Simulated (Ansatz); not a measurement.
Input of the run:

```
crystal:
  lattice:
    - [2.7570339078, 0.0, 0.0]
    - [-0.9190113026, 2.5993564963, 0.0]
    - [0.0, 0.0, 24.004435037]
  atoms:
    - { symbol: W, position: [0.5, 0.5, 0.3156987569] }
    - { symbol: W, position: [0.0, 0.0, 0.4060198311] }
    - { symbol: W, position: [0.5, 0.5, 0.4999999976] }
    - { symbol: W, position: [0.0, 0.0, 0.5939801708] }
    - { symbol: W, position: [0.5, 0.5, 0.6843012437] }
basis:
  ecutwfc: 420
kpoints:
  mp_grid: { grid: [13, 13, 1] }
  band_path:
    path: [[0.5, 0, 0], [0, 0, 0], [0, 0.5, 0], [0.5, 0.5, 0], [0, 0, 0]]
    npoints: 12
hamiltonian:
  xc: pbe
scf:
  occupations: { method: gaussian, width: 0.1 }
  n_extra_bands: 32
output:
  forces: true
  eigenvalues: true
  populations: true
  fatbands: true
  write_density: true
  write_potential: true
  elf: true
  volumetric_format: npy
magnetization:
  noncollinear: true
  spin_orbit: true
efield:
  axis: 3
  dipole_correction: true
  ramp_width: 0.04
```

Command:
```bash
ansatz run input.yaml --threads 2 --pin off --max-ram 5632MiB --backend cpu --events-out ev --progress --plain --runs-dir out
```

What does the calculation give for the electronic structure? The path is X–Γ–Y–S–Γ.

A metal: 10 spinor bands cross the Fermi level along this path (the two partners of a degenerate pair count as two). Bands cross the Fermi level on every line of the path. At S the nearest levels lie 0.44 eV below and 0.51 eV above the Fermi level.

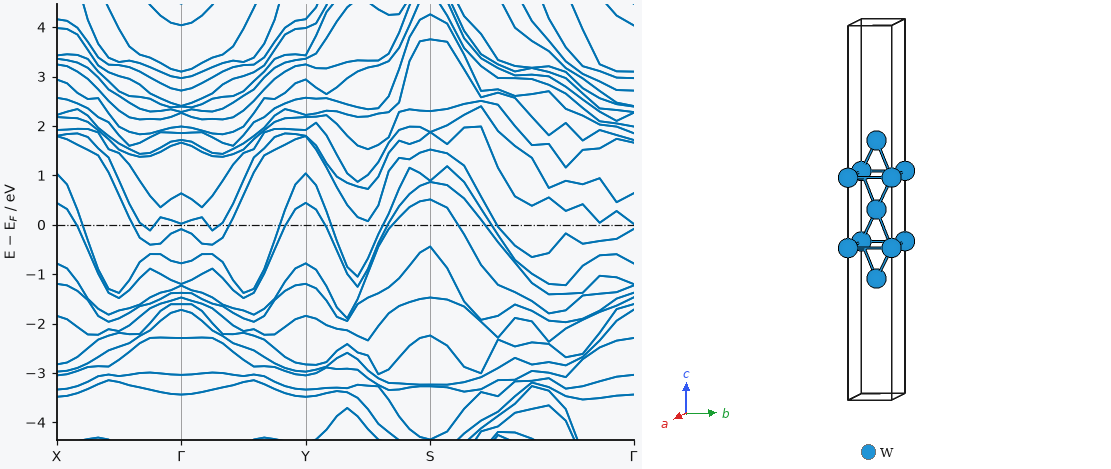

Band structure, beside the structure. Energies are counted from the Fermi level.
